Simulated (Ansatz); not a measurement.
# InGa₂₃N₂₄ (cell charge −1, with a compensating background) (cell with a defect): what the fields show

The calculation's input:

```
crystal:
  lattice:
    - [-3.2183708174, 5.5743817732, 5.2431684262]
    - [-3.2183708173, -5.5743817732, 5.2431684262]
    - [6.4367416346, 1.0e-10, 5.2431684262]
  atoms:
    - { symbol: In, position: [0.332411895, 0.6657452283, 0.4990785616], spin: 0.2 }
    - { symbol: Ga, position: [0.6689476297, 0.4976789123, 0.3301027142] }
    - { symbol: Ga, position: [0.9968884978, 0.8359452654, 0.6679174792] }
    - { symbol: Ga, position: [0.164345579, 0.4967693809, 0.8356142964] }
    - { symbol: Ga, position: [0.5026119321, 0.8345841459, 0.1635551645] }
    - { symbol: Ga, position: [0.1634360476, 1.002280963, 0.3310122456] }
    - { symbol: Ga, position: [0.5012508125, 0.3302218311, 0.6692785988] }
    - { symbol: Ga, position: [0.8339772001, 0.6663601741, 0.9987334769] }
    - { symbol: Ga, position: [0.8320668102, 0.1673105334, 0.4996935075] }
    - { symbol: Ga, position: [0.3330268408, 0.1654001435, 1.0006438668] }
    - { symbol: Ga, position: [0.6665196064, 0.9998529398, 0.8331862731] }
    - { symbol: Ga, position: [1.0003626706, 0.3336960039, 0.1670293373] }
    - { symbol: Ga, position: [0.6697392025, 0.8352888488, 0.5005128533] }
    - { symbol: Ga, position: [0.9954193016, 0.6670233448, 0.3311646545] }
    - { symbol: Ga, position: [0.3338461866, 1.0030725359, 0.6686221822] }
    - { symbol: Ga, position: [0.5019555155, 0.6671795199, 0.8364058692] }
    - { symbol: Ga, position: [0.8331097156, 1.0004616609, 0.1659490676] }
    - { symbol: Ga, position: [0.4992379039, 0.1659951412, 0.3334266807] }
    - { symbol: Ga, position: [0.8326618079, 0.5000933474, 0.6659045706] }
    - { symbol: Ga, position: [0.166760014, 0.8325712373, 0.9993284746] }
    - { symbol: Ga, position: [0.1644979878, 0.3287526349, 0.5003566782] }
    - { symbol: Ga, position: [0.6671283276, 0.3326157343, 0.9997763822] }
    - { symbol: Ga, position: [0.999282401, 0.1664430489, 0.8337949942] }
    - { symbol: Ga, position: [0.3336900115, 0.4978313211, 0.1620859683] }
    - { symbol: "N", position: [0.4677918104, 0.8011251437, 0.6344584771], spin: 0.2 }
    - { symbol: "N", position: [0.7896237244, 0.6246405621, 0.4583226674] }
    - { symbol: "N", position: [0.1258007207, 0.9592119104, 0.7921491173] }
    - { symbol: "N", position: [0.2913072287, 0.624989334, 0.956290391] }
    - { symbol: "N", position: [0.6258785771, 0.9588157839, 0.2924673874] }
    - { symbol: "N", position: [0.2916560007, 0.1229570577, 0.4579738954] }
    - { symbol: "N", position: [0.6254824506, 0.459134054, 0.7925452437] }
    - { symbol: "N", position: [0.9583314893, 0.7925711768, 0.1234924943] }
    - { symbol: "N", position: [0.9568258276, 0.2916648226, 0.6259045101] }
    - { symbol: "N", position: [0.4592378434, 0.2901591609, 0.1249981559] }
    - { symbol: "N", position: [0.7919719402, 0.1253052736, 0.9586386069] }
    - { symbol: "N", position: [0.1265881364, 0.4599214697, 0.2932548031] }
    - { symbol: "N", position: [0.4682358187, 0.6219650276, 0.2748880749], spin: 0.2 }
    - { symbol: "N", position: [0.7947057749, 0.4580803744, 0.1233378508] }
    - { symbol: "N", position: [0.1082214082, 0.801569152, 0.4552983609], spin: 0.2 }
    - { symbol: "N", position: [0.2886316942, 0.4415547415, 0.6349024854], spin: 0.2 }
    - { symbol: "N", position: [0.6284082234, 0.7930652313, 0.9583667055] }
    - { symbol: "N", position: [0.2922273424, 0.9573997807, 0.1256501486] }
    - { symbol: "N", position: [0.6240664474, 0.2923168153, 0.4588940091] }
    - { symbol: "N", position: [0.958983482, 0.6255606758, 0.7907331141] }
    - { symbol: "N", position: [0.9566711841, 0.1280391082, 0.2914137078] }
    - { symbol: "N", position: [0.459731898, 0.1250333722, 0.79507489] }
    - { symbol: "N", position: [0.7917000389, 0.9617415567, 0.6263985647] }
    - { symbol: "N", position: [0.1247470411, 0.2900045175, 0.9613724416] }
  host:
    lattice:
      - [3.2183708173, 0.0, 0.0]
      - [-1.6091854087, 2.7871908866, 0.0]
      - [0.0, 0.0, 5.2431684262]
    atoms:
      - { symbol: Ga, position: [0.6666666667, 0.3333333333, 0.4991348648] }
      - { symbol: Ga, position: [0.3333333333, 0.6666666667, 0.9991348648] }
      - { symbol: "N", position: [0.6666666667, 0.3333333333, 0.8758651352] }
      - { symbol: "N", position: [0.3333333333, 0.6666666667, 0.3758651352] }
total_charge: -1
basis:
  ecutwfc: 420
  xc_grid: 2
kpoints:
  mp_grid: { grid: [2, 2, 2], shift: [0.5, 0.5, 0.5] }
hamiltonian:
  xc: pbe
scf:
  occupations: { method: gaussian, width: 0.01 }
output:
  forces: true
  stress: false
  eigenvalues: true
  populations: true
  charged_corrections:
    defect_position: [0.33304495, 0.66637829, 0.49971162]
    epsilon: [[10.4928, 0.0, 0.0], [0.0, 10.4928, 0.0], [0.0, 0.0, 11.6882]]
  write_density: true
  write_potential: true
  elf: true
  volumetric_format: npy
magnetization:
  spin_polarized: true
relax:
  adjacent_minimum: "off"
  f_tol: 0.025
  max_steps: 45
```

Command:

```sh
ansatz run input.yaml --threads 4 --pin off --max-ram 6144MiB --backend cpu --events-out ev --progress --plain --runs-dir out
```

The fields are those of the relaxed geometry.

Spin-polarised.

Method: DFT PBE, scalar-relativistic, plane waves, PAW (Ansatz 0.2.0).

Core electrons are frozen (PAW), and the valence fields are smoothed inside the atomic spheres.

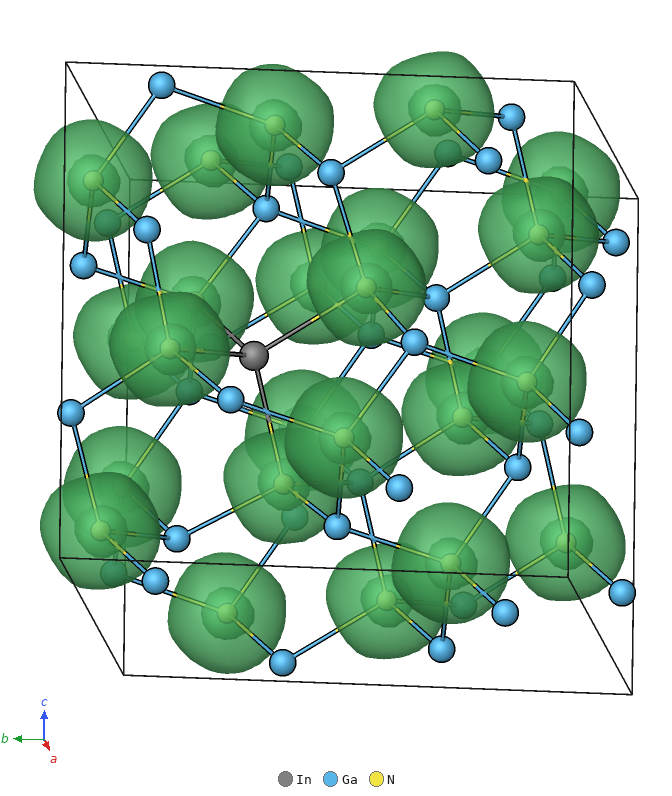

Figure 1. Isosurface of the electron localisation function at 0.65 (green), seen at an oblique angle. Only the valence region is drawn (cores and ρ < 0.01 e/Å³ removed). Sticks mark near contacts.

Q: Where are the electrons localised?

A: The ELF exceeds this value in 24 regions wrapped around N (the valence shell of each), counted in one cell of 48 atoms. Any copies at cell faces, edges or corners count once. Along the contacts the grid gives the following. Ga–N (1.94 Å): the ELF peaks at about 0.85 in the valence shell of N, 0.7 Å from its nucleus, and is about 0.45 at the midpoint. In–N (2.13 Å): the ELF peaks at about 0.85 in the valence shell of N, 0.7 Å from its nucleus, and is about 0.25 at the midpoint; no localised pair shows between them.

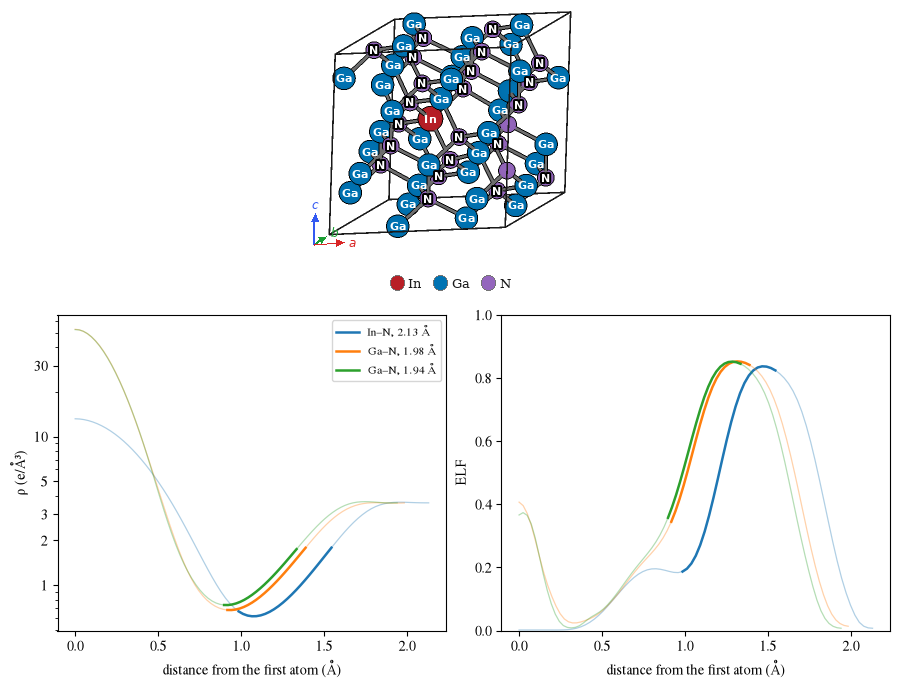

Figure 2. Valence charge density (pseudo) and ELF along straight lines between neighbouring atoms. Thin, pale parts lie inside the atomic spheres. The structure is drawn too.

Q: What can be read from the curves?

A: In–N (2.13 Å): ρ is about 0.62 e/Å³ halfway; the ELF peaks at about 0.85 in the valence shell of N, 0.7 Å from its nucleus, and is about 0.25 at the midpoint; no shared electron pair shows on this line.
Ga–N (1.98 Å): ρ at the midpoint is about 0.7 e/Å³; the ELF peaks at about 0.85 in the valence shell of N, 0.7 Å from its nucleus, and is about 0.45 at the midpoint.
Ga–N (1.94 Å): ρ at the midpoint is about 0.75 e/Å³; the ELF peaks at about 0.85 in the valence shell of N, 0.7 Å from its nucleus, and is about 0.45 at the midpoint.

Q: Does the calculation make it a metal, or give it a gap?

A: It is gapless in this calculation (a metal or semimetal).
